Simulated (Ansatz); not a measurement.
## Single-point calculation, with input and output: BN

The run: single-point calculation of BN (P6₃mc, 4 atoms in the cell). Method and program: DFT PBE, scalar-relativistic, plane waves, PAW, no spin polarisation (Ansatz 0.2.0).

The structure derives from a Materials Project entry. It belongs to a series of runs on one base structure; here: strain -0.015 along x and y, -0.030 along z, atoms carried along. Figures and captions count atoms from 1; the log counts them from 0 in places.

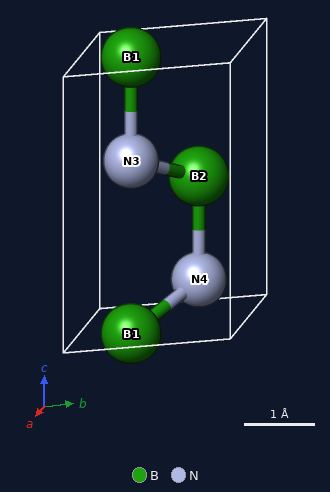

Figure 1. The input geometry (ball-and-stick view of the cell of the calculation, seen slightly off an axis; atoms are numbered from 1 in the order of the input). An atom can appear more than once, as a periodic image. Near neighbours in the periodic cell (some may lie outside the picture): B has 4 N at 1.54 Å; N has 4 B at 1.54 Å.

### The input
```yaml
crystal:
  lattice:
    - [2.5162613945, 0.0, 0.0]
    - [-1.2581306973, 2.1791462902, 0.0]
    - [0.0, 0.0, 4.0977790991]
  atoms:
    - { symbol: B, position: [0.6666666667, 0.3333333333, 0.9998058547] }
    - { symbol: B, position: [0.3333333333, 0.6666666667, 0.4998058547] }
    - { symbol: "N", position: [0.6666666667, 0.3333333333, 0.6251941453] }
    - { symbol: "N", position: [0.3333333333, 0.6666666667, 0.1251941453] }
basis:
  ecutwfc: 420
kpoints:
  mp_grid: { grid: [12, 12, 6] }
hamiltonian:
  xc: pbe
scf:
  occupations: { method: gaussian, width: 0.05 }
output:
  forces: true
  stress: true
  eigenvalues: true
  write_density: true
  write_potential: true
  elf: true
  volumetric_format: npy
```

Machine: 2 threads of Intel Xeon @ 2.50GHz (Skylake/Cascade Lake), 192 GiB of memory available, shared host.

Run as:
```bash
ansatz run input.yaml --threads 2 --pin off --max-ram 5120MiB --backend cpu --events-out ev --progress --plain --runs-dir out
```

### What the program printed
```
Engine: ansatz 0.2.0, x86_64-unknown-linux-gnu
Pseudopotentials: kind: paw
Pseudopotential: B, paw, valence charge 3, recommended cutoff 420 eV (normal), B.paw.azcp
Pseudopotential: N, paw, valence charge 5, recommended cutoff 420 eV (normal), N.paw.azcp
Functional definition: PBE
  parameter kappa = 0.804
  parameter beta = 0.06672455060314922
  exchange = pbe_x(kappa = kappa, mu = beta*pi^2/3)
  correlation = pbe_c(beta = beta)
Crystal: 4 atoms, lattice volume = 22.469 Å³
Basis set: ecut = 420 eV, 427 PW (Γ), exchange–correlation on 36×36×60 points (8 copies of the dense FFT grid, shifted against one another)
Bands: 12, of which v1, the nominal top of the filled ones, is band 8 counted from 1 (7 counted from 0)
Symmetry: 12 space group operations
Space group: P63mc (ITA 186), of the structure as read, at distance tolerance 2.8e-5 Å
k-points: 76 of 864 (time reversal used)
Non-local potential: B, projectors of the file, l = 0: 2, l = 1: 2, l = 2: 1
Non-local potential: N, projectors of the file, l = 0: 2, l = 1: 2, l = 2: 1
PAW form: soft (Blöchl's): semilocal exchange-correlation on the pseudo side does not see the compensation charge
PAW one-centre angular grid: B, 110 points (default); XC on 64 Gauss nodes
PAW one-centre angular grid: N, 110 points (default); XC on 64 Gauss nodes
Initial density: superposition of atomic densities (neutral atoms: chi_scale 0, normalization atom), corrected by the library's trained network
Initial wavefunctions: pseudopotential atomic-orbital guess
Functional: x = pbe(κ = 0.804, μ = 0.2195149727645171), c = pbe(β = 0.06672455060314922)
SCF iter   1: F=—  HF=-1084.364280 eV  |F-HF|=—  |Δ(HF+E_count)|=         —  Δρ=3.69e-3  dr2=1.57e-3  ethr=1.77e-3  ⟨swp⟩=5.7  Hψ=4983  notcnv=0
preconditioner: auto → none  [insulator: Δε(μ)=5.161 eV  Ē_g=18.218 eV  σ=0.050 eV  W_gap=1.00  n_scr=2 (ndim 8)  ℏωp=31.3 eV  f_vac=0.000  D(μ)=0.00/eV (n_scr^D=0)  ε∞_Penn≈4.0]
SCF iter   2: F=—  HF=-1084.364453 eV  |F-HF|=—  |Δ(HF+E_count)|=   1.73e-4  Δρ=1.31e-3  dr2=1.85e-4  ethr=9.79e-6  ⟨swp⟩=2.5  Hψ=2082  notcnv=0
SCF iter   3: F=—  HF=-1084.364626 eV  |F-HF|=—  |Δ(HF+E_count)|=   1.73e-4  Δρ=6.12e-4  dr2=2.59e-5  ethr=1.16e-6  ⟨swp⟩=2.9  Hψ=1685  notcnv=0
SCF iter   4: F=—  HF=-1084.364688 eV  |F-HF|=—  |Δ(HF+E_count)|=   6.22e-5  Δρ=7.50e-5  dr2=5.92e-7  ethr=1.62e-7  ⟨swp⟩=2.0  Hψ=1448  notcnv=0
iter 5 did not close the SCF: its close was put off for the readings that it lacked (scf_convergence_deferred on its scf_iter line)
SCF iter   5: F=-1084.364689 eV  HF=-1084.364689 eV  |F-HF|=1.06e-8  |Δ(HF+E_count)|=   1.09e-6  Δρ=8.80e-6  dr2=7.88e-9  ethr=3.70e-9  ⟨swp⟩=2.0  Hψ=1511  notcnv=0
SCF iter   6: F=-1084.364689 eV  HF=-1084.364689 eV  |F-HF|=3.29e-10  |Δ(HF+E_count)|=   1.32e-8  Δρ=1.06e-6  dr2=8.86e-11  ethr=4.92e-11  ⟨swp⟩=5.0  Hψ=4817  notcnv=0
SCF 1 converged in 6 iterations: F = -1084.364689 eV  dr2 = 8.86e-11
  greatest PAW one-centre occupation: 0.793 electrons in one spin orbital (limit 2), on the N atom at site 3 (counted from 0), in its partial waves of l = 0
SCF converged after 6 iterations
Free energy (F): -1084.364689 eV
Harris-Foulkes:  -1084.364689 eV  (|F-HF|=3.29e-10)
Internal energy: -1084.364689 eV  (E = F + TS)
E sigma→0 (E₀):  -1084.364689 eV
Fermi energy:    14.753752 eV
--- Per-component energies (eV) ---
  E_band       = 62.000953
  E_kinetic    = 377.536589
  E_local      = -342.890069  (includes V_loc(G=0)·N_el)
  E_nonlocal   = 114.155447
  E_hartree    = 96.649447
  E_xc         = -188.460399
  E_vxc        = -234.518915  (∫ρ·V_xc dr)
  E_paw        = -413.527931  (= ΣΔE_a)
  E_vpaw       = -45.581171  (= ΣTr[D̂ρ^β])
  E_aug_tail   = 0.000204  (compensation charges beyond the density's cutoff)
  E_ewald      = -727.827977
  E_smearing   = -0.000000  (= −TS)
  E_closure    = -0.000000  (closes the sum)
  Σ components = -1084.364689   (vs F -1084.364689, Δ=0.00e0)
--- Forces (eV/Å), atoms counted from 1 ---
  atom   1  B      0.00000000     0.00000000     0.02501667
  atom   2  B     -0.00000000    -0.00000000     0.02501667
  atom   3  N      0.00000000    -0.00000000    -0.02501529
  atom   4  N     -0.00000000     0.00000000    -0.02501529
  max |Σ_I F_I| component: 2.77e-6 eV/Å
--- Stress (GPa, compression-positive) ---
       19.569787      -0.000000      -0.000000
       -0.000000      19.569787      -0.000000
       -0.000000      -0.000000      37.031164
  P = ⅓ Tr σ = 25.3902 GPa (253.902 kbar)
--- Band table (eV; the first three rows and the last of 76) ---
  k-point 0: bands = ["-8.8294", "-4.2900", "0.8045", "9.8023", "9.8023", "11.9271", "12.1619", "12.1619", "20.6089", "20.6089", "21.5590", "21.9944"]
  k-point 1: bands = ["-8.6521", "-4.9407", "1.7618", "9.9314", "9.9314", "11.0478", "11.9622", "11.9622", "20.8213", "20.8213", "21.7157", "21.9811"]
  k-point 2: bands = ["-8.1262", "-6.1487", "3.8651", "8.9409", "10.3001", "10.3001", "11.4596", "11.4596", "21.4127", "21.4127", "21.8701", "21.9505"]
  k-point 75: bands = ["-3.1000", "-3.1000", "2.9623", "2.9623", "4.0409", "4.0409", "9.0695", "9.0695", "22.1079", "22.1079", "22.7290", "22.7290"]
```

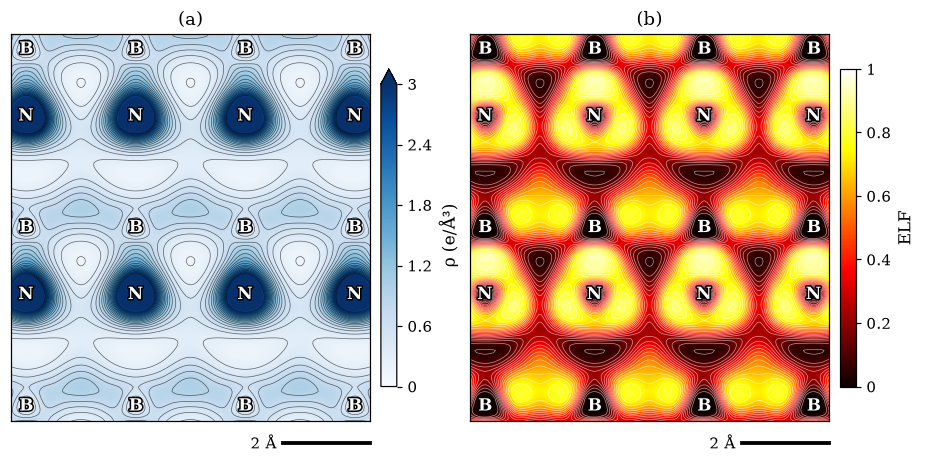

Figure 2. (a) valence electron density; (b) ELF on the (100) plane of the conventional cell. Atoms in the plane: B and N. B–N (1.54 Å): the density is about 1.5 e/Å³ at the midpoint; the ELF peaks at about 0.95 between the atoms (a polar covalent bond). Away from the nuclei the density in this plane falls to 0.14 e/Å³ at its lowest. The fields are those of the smooth PAW valence density.

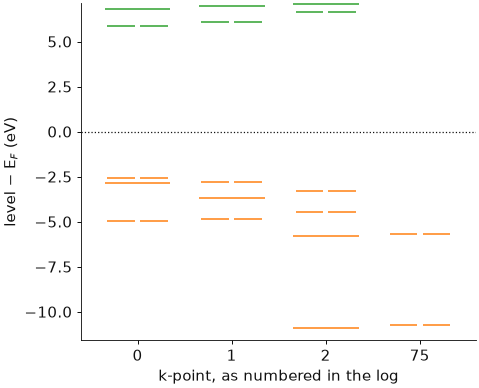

Figure 3. Kohn–Sham levels near the Fermi level (dotted) at the few k-points that the log prints; levels within 0.02 eV of each other stand side by side. Among these points the highest filled and lowest empty levels are 8.45 eV apart; the gap on the full mesh, 5.18 eV, has an edge at a point that isn't printed.

### Results in brief

| quantity | value |
| --- | --- |
| outcome | converged |
| space group (tolerance 0.01 Å) | P6₃mc (186) |
| electrons treated | 16 |
| free energy | −1084.3647 eV |
| Fermi energy | 14.754 eV |
| gap on the k-point mesh | 5.18 eV |
| pressure | 25.39 GPa |
| largest force (length of the vector) | 0.025 eV/Å |
| wall time | 1.9 s (CPU time 3.2 s) |
| peak memory | 0.36 GiB |
